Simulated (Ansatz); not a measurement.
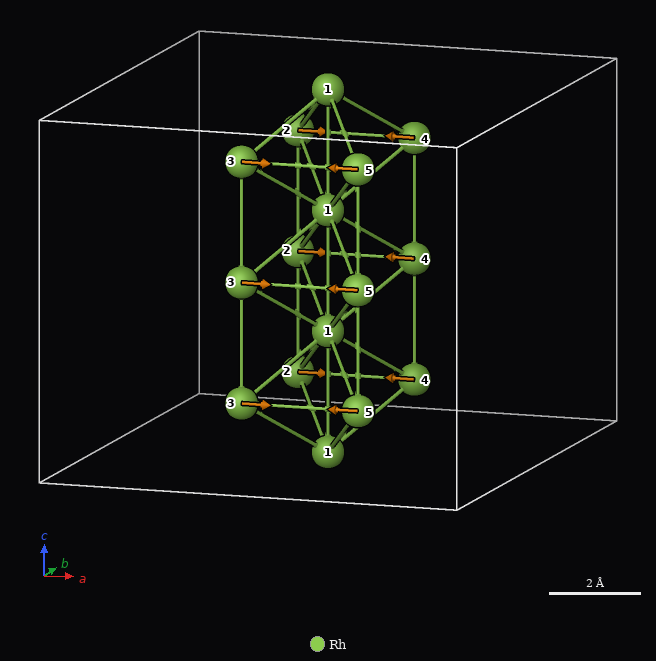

A relaxation of a wire of composition Rh. The starting structure is drawn; orange arrows show the displacements (the part carried along by the change of the cell is left out), 5 times their true length.

The picture is a ball-and-stick view of the 3 repeat of the cell, with the vacuum cut short, seen slightly off an axis.

Case: wire along [1 1 0], 5 atoms a period.

These are results of DFT PBE, scalar-relativistic, plane waves, PAW in Ansatz, not measurements. (plane-wave cutoff 420 eV; k-point mesh 1 × 1 × 20; occupations gaussian; smearing width 0.05 eV; no spin polarisation; cell relaxed at fixed a, b, alpha, beta, gamma; force threshold 0.02 eV/Å; at most 45 steps)

**Describe the change and its energy.**

After 5 accepted moves (6 points after the start) the energy has fallen by 1.125 eV per cell of the calculation. The largest force component goes from 2 to 0.0025 eV/Å. The SCF was repeated once at an unchanged geometry on a basis and grid sized afresh for the cell, which shifted the energy by 3.5 meV per cell of the calculation at most. The largest moves, 0.15 Å, are those of Rh2, Rh3, Rh4 and Rh5. Along the periodic axis the drawn cell goes c 8.125 → 7.680 Å (−5.5 %). Among the contacts that change: Rh2–Rh4 2.708 → 2.411 Å, Rh1–Rh1 2.708 → 2.560 Å, Rh1–Rh2 2.708 → 2.604 Å. Bond angles that change, for instance: Rh1–Rh4–Rh2 60.0° → 62.4°. The run took 33 s on 4 threads of AMD EPYC 7R43 64-Core Processor (Zen 3), on a shared host, peak memory 0.91 GiB.

Limits of the set-up: the k-point mesh is coarse for a cell with partly filled bands.
